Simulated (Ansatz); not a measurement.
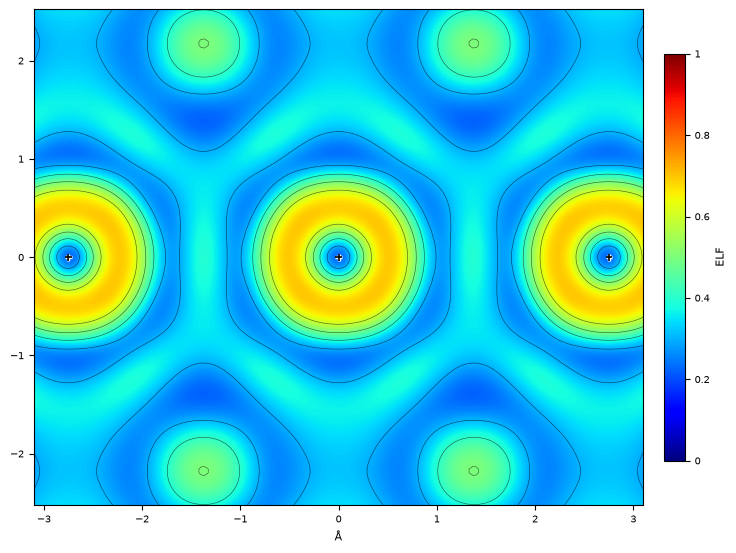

The electron localisation function on a plane through atoms (crosses mark nuclei in the plane).

Level of theory: DFT PBE, scalar-relativistic, plane waves, PAW (Ansatz 0.2.0).

Candidates:
A. GaAs, a = 9.95 Å, b = 9.95 Å, c = 9.95 Å, α = 109.47°, β = 109.47°, γ = 109.47°. Space group F-43m.
B. Os, a = 2.75 Å, b = 2.75 Å, c = 4.35 Å, α = 90.00°, β = 90.00°, γ = 120.00°. Space group P6₃/mmc; computed without spin polarisation.

**Which system is this?**

Candidate B: Os on the (100) plane of the conventional cell, which holds Os. Os–Os (2.75 Å): the ELF is about 0.40 at the midpoint.
